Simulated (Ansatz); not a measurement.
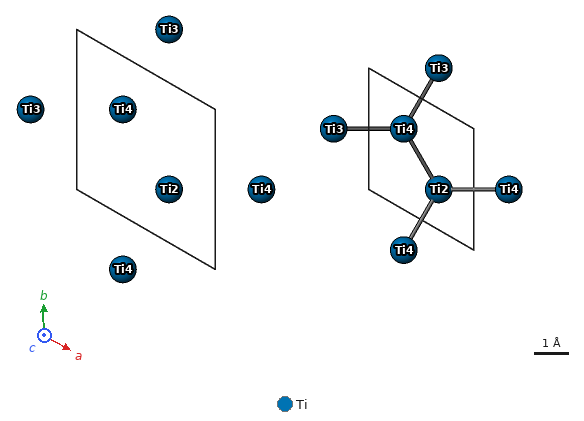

Two geometries of a crystal of Ti (built on the lonsdaleite_194 type) (coarse preliminary run), drawn at one scale. One is the start of a relaxation, the other its converged end. The picture is a ball-and-stick view of the cell of the calculation, seen along the c axis.

Method: DFT r2SCAN, scalar-relativistic, plane waves, PAW in Ansatz 0.2.0. Settings: plane-wave cutoff 500 eV; k-point mesh 6 × 6 × 4; occupations gaussian; smearing width 0.1 eV; no spin polarisation; cell and atoms relaxed; force threshold 0.04 eV/Å; at most 70 steps.

### Which geometry has the lower energy?

The left one is the relaxed one. Case: lonsdaleite type (P6_3/mmc, No. 194). After 10 accepted moves (14 points after the start) the energy has fallen by 1129 meV per atom. The largest force component goes from 0.16 to 0.014 eV/Å. Pressure: 9.73 GPa at the start and 0.08 GPa at the end. The line search rejected the trial steps at points 7, 9 of the run. The SCF was repeated twice at an unchanged geometry on a basis and grid sized afresh for the cell, which shifted the energy by 25.3 meV per atom at most. The largest moves relative to the cell, 0.30 Å, are those of Ti atoms. The drawn cell changes as follows: a = b 3.646 → 4.807 Å (+31.8 %), c 6.016 → 4.749 Å (−21.1 %); the volume changes by +37.2 %. Some distances before and after: Ti–Ti 3.760 → 2.376 Å, Ti–Ti 2.235 → 2.775 Å, Ti–Ti 2.256 → 2.373 Å. New bonds form: Ti–Ti (3.76 → 2.38 Å). The space group (tolerance 0.01 Å) goes from P6_3/mmc (No. 194) to P6/mmm (No. 191). The run took roughly 2.1 core-minutes on a shared host.
